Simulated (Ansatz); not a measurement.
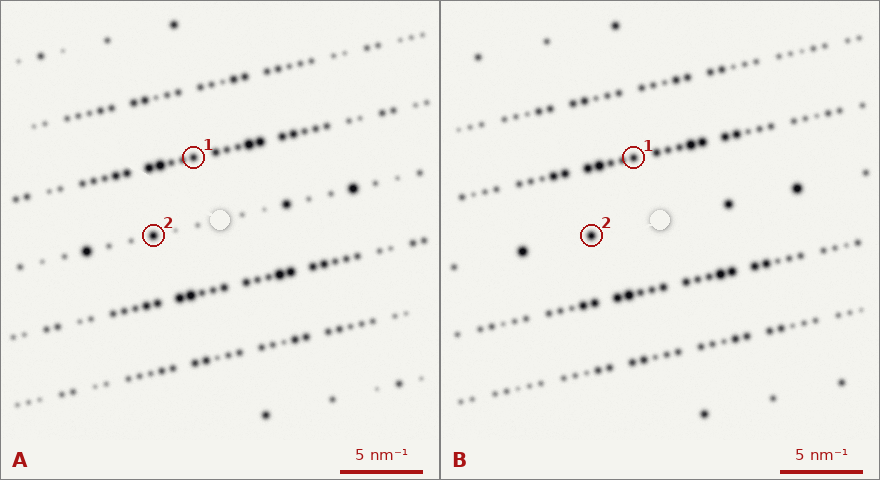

Kinematic electron diffraction patterns (120 kV, B = 0.5 Å², same scale) along [100] of the run's own cell, for the start and the end of one relaxation of LiF with DFT PBEsol, scalar-relativistic, plane waves, PAW in Ansatz. k mesh 9×9×2. The start is a generated model structure, and the relaxation ends in the nearest stationary point of its symmetry, not necessarily the ground state. Spot 1 is 0 -1 -1 and spot 2 is 0 0 -6 in both.

Start structure:

```yaml
crystal:
  lattice:
    - [2.83403, 0.00000, 0.00000]
    - [-1.41702, 2.45434, 0.00000]
    - [0.00000, 0.00000, 13.88384]
  atoms:
    - { symbol: Li, position: [0.00000, 0.00000, 0.00000] }
    - { symbol: F, position: [0.66667, 0.33333, 0.08333] }
    - { symbol: Li, position: [0.33333, 0.66667, 0.16667] }
    - { symbol: F, position: [0.00000, 0.00000, 0.25000] }
    - { symbol: Li, position: [0.66667, 0.33333, 0.33333] }
    - { symbol: F, position: [0.33333, 0.66667, 0.41667] }
    - { symbol: Li, position: [0.00000, 0.00000, 0.50000] }
    - { symbol: F, position: [0.33333, 0.66667, 0.58333] }
    - { symbol: Li, position: [0.66667, 0.33333, 0.66667] }
    - { symbol: F, position: [0.00000, 0.00000, 0.75000] }
    - { symbol: Li, position: [0.33333, 0.66667, 0.83333] }
    - { symbol: F, position: [0.66667, 0.33333, 0.91667] }
```

### Which pattern belongs to the start structure, and which to the relaxed one?

B is the start: its cell gives d(1) = 2.417 Å, d(2) = 2.314 Å and an angle of 80.0°. A is the relaxed structure, with d(1) = 2.403 Å (-0.6 %), d(2) = 2.381 Å (+2.9 %) and 80.3°.

### Name reflections whose intensity changes strongly on relaxation.

0 0 10, 0 0 14, 0 0 8 come into sight; 0 1 9 goes from 3 to 8.8 % of the strongest spot.

### Summarise the relaxation behind the change.

The volume changed by +1.5 % to 8.17 Å³ an atom; with the mean shift removed, the atoms moved by up to 0.06 Å relative to the cell (F most); the space group stayed P6_3/mmc (No. 194); the free energy fell by 13 meV an atom. Relaxed cell: a = 2.815 Å, b = 2.815 Å, c = 14.288 Å, α = 90.00°, β = 90.00°, γ = 120.00°.
